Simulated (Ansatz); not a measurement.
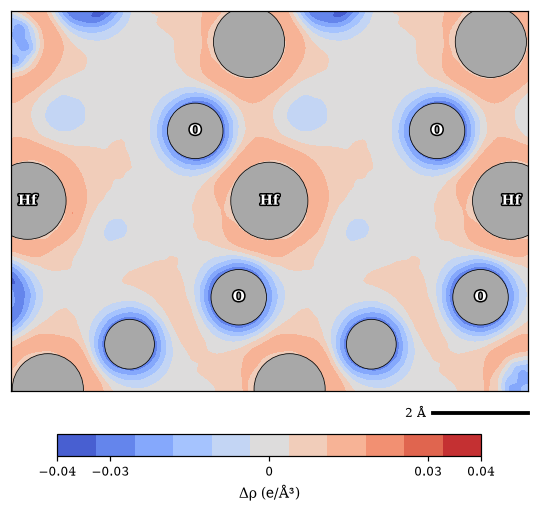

HfO$_{2}$. Difference of the valence pseudo-densities of two functionals at the same geometry, on the (011̄) plane of the calculation cell: one of PBEsol and r2SCAN less the other.

Both computed with Ansatz (plane waves, PAW), on the same k-point mesh. Grey discs cover the atomic cores.

```yaml
crystal:
  lattice:
    - [5.11800, 0.00000, 0.00000]
    - [0.00000, 5.18570, 0.00000]
    - [-0.85866, 0.00000, 5.21387]
  atoms:
    - { symbol: Hf, position: [0.27653, 0.04280, 0.20830] }
    - { symbol: Hf, position: [0.72347, 0.54280, 0.29170] }
    - { symbol: Hf, position: [0.72347, 0.95720, 0.79170] }
    - { symbol: Hf, position: [0.27653, 0.45720, 0.70830] }
    - { symbol: O, position: [0.44847, 0.75795, 0.47890] }
    - { symbol: O, position: [0.55153, 0.25795, 0.02110] }
    - { symbol: O, position: [0.55153, 0.24205, 0.52110] }
    - { symbol: O, position: [0.44847, 0.74205, 0.97890] }
    - { symbol: O, position: [0.07009, 0.33461, 0.34372] }
    - { symbol: O, position: [0.92991, 0.83461, 0.15628] }
    - { symbol: O, position: [0.92991, 0.66539, 0.65628] }
    - { symbol: O, position: [0.07009, 0.16539, 0.84372] }
```

Q: Which was subtracted from which, and what does the map show?

A: It is PBEsol less r2SCAN. Against r2SCAN, PBEsol gives more density around Hf (+0.011 e/Å³ on average at 1.2 Å from the nucleus), less density around O (−0.018 e/Å³ on average at 0.7 Å from the nucleus) and a change of +0.013 e/Å³ at the midpoint of Hf–O.
